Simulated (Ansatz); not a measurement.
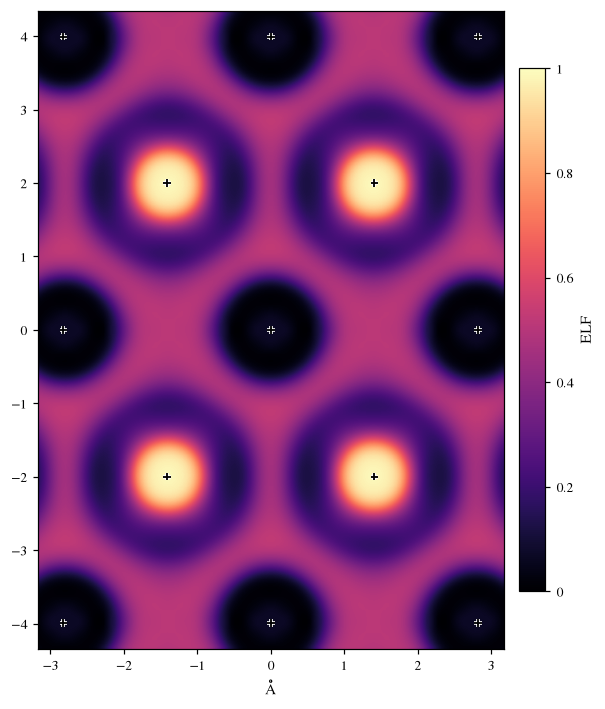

The electron localisation function on a plane through atoms (crosses mark nuclei in the plane).

Computed with DFT, r2SCAN, PAW with Ansatz's default frozen-core files, scalar-relativistic; relaxation of cell and atoms (Ansatz).

Candidates:
A. BP, a = 3.18 Å, b = 3.18 Å, c = 4.56 Å, α = 90.00°, β = 90.00°, γ = 90.00°. Space group I-4m2; changed on purpose from its base cell (in-plane strain -0.01, out-of-plane length and atoms relaxed by PAW); computed pressure about 3 GPa in this cell.
B. AlCo, a = 2.82 Å, b = 2.82 Å, c = 2.82 Å, α = 90.00°, β = 90.00°, γ = 90.00°. Space group Pm-3m; a structure from a database of computed crystals, not necessarily the ambient phase; computed without spin polarisation.
C. ZrS2, a = 3.69 Å, b = 3.69 Å, c = 6.10 Å, α = 90.00°, β = 90.00°, γ = 120.00°. Space group P-3m1; a structure from a database of computed crystals, not necessarily the ambient phase.

Which system is this?

Candidate B: AlCo on the (011) plane of the conventional cell, which holds Al and Co. Al–Co (2.45 Å): the ELF is about 0.40 at the midpoint.
